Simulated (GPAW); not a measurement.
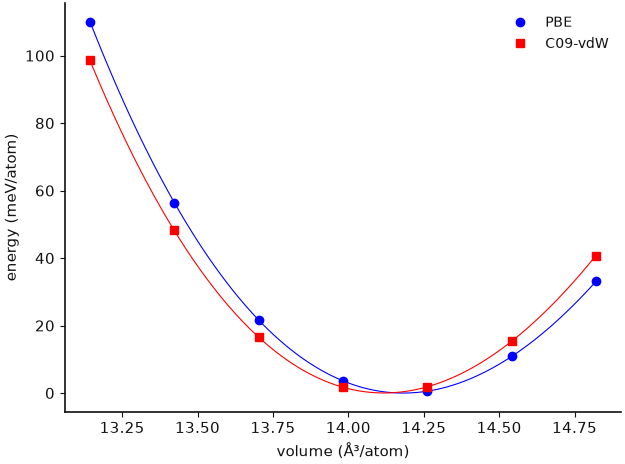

The picture above shows the energy against volume, with one curve for each functional, for Os (space group P6_3/mmc).

Method: PAW DFT in plane waves, on a grid or in atomic orbitals, no spin polarisation; energies at scaled volumes of the given cell, shape and fractions fixed, counted from the fit's minimum, third-order Birch-Murnaghan fit (GPAW 26.7.0). All runs: no spin polarisation.

- k mesh: 8×8×5
- occupations: Fermi–Dirac
- smearing width: 0.05 eV
- wave cutoff: 600 eV

Settings that differ: PBE: potentials PAW-data-sets-made-by gpaw-setup-for-the-functional; C09-vdW: potentials GPAW-PAW-data-sets-(gpaw-data-1.2.1).

Question: Order the curves by fitted equilibrium volume, smallest first.

Answer: C09-vdW 14.118, PBE 14.182 Å³/atom.

Question: Order the curves by fitted bulk modulus, smallest first.

Answer: PBE 400.7, C09-vdW 409.3 GPa.

Keep in mind: coarse k mesh; shape and atomic fractions are frozen while scaling, which makes layered, chain and framework solids too stiff.
